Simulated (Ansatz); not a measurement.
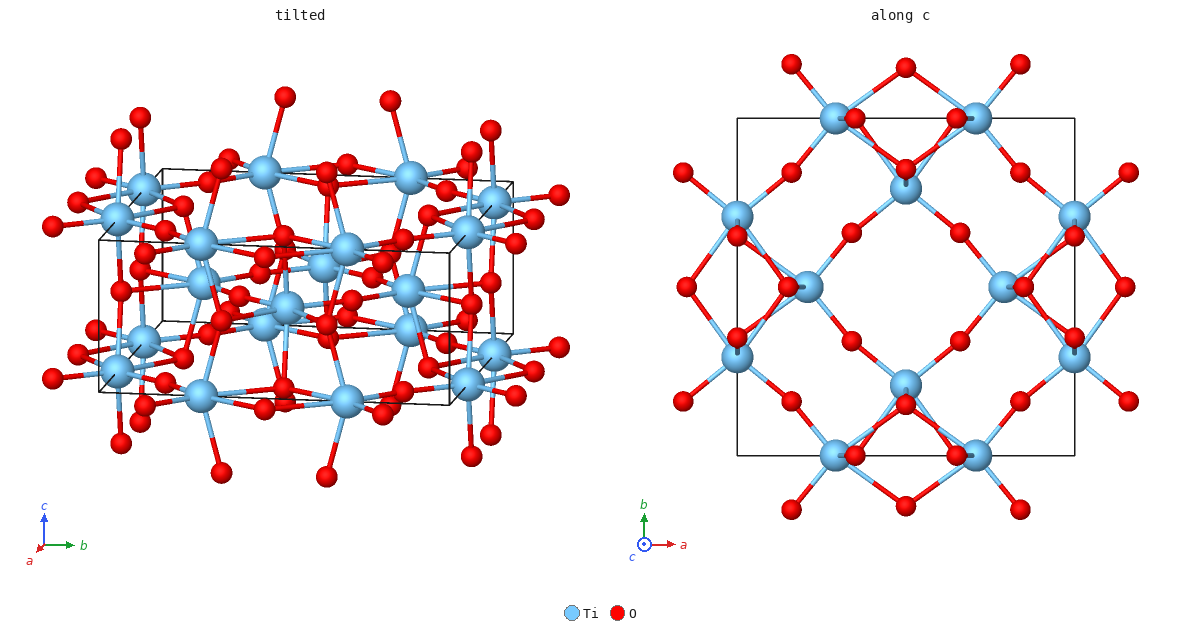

The figure gives a ball-and-stick picture of the atoms, viewed slightly off an axis and along the c axis. Atoms at the boundary of the conventional unit cell (the box) are drawn once for each face, edge or corner they touch. A few atoms beyond the faces are included.

What is this?

- The structure is one of TiO2.
- The atoms follow space group I4/mmm (No. 139); the Bravais lattice is body-centred tetragonal.
- The cell has 24 atoms, namely 8 Ti, 16 O.
- The neighbours of Ti are six O. O takes two kinds of site: 8j with four Ti; 8h with two Ti. Not all metal-metal contacts are counted.
- The bonds build a three-dimensional framework.

The model was built from a structure listed in the Materials Project. Earlier steps of the study may have refined or changed the cell and positions. It was run through Ansatz as a DFT input.
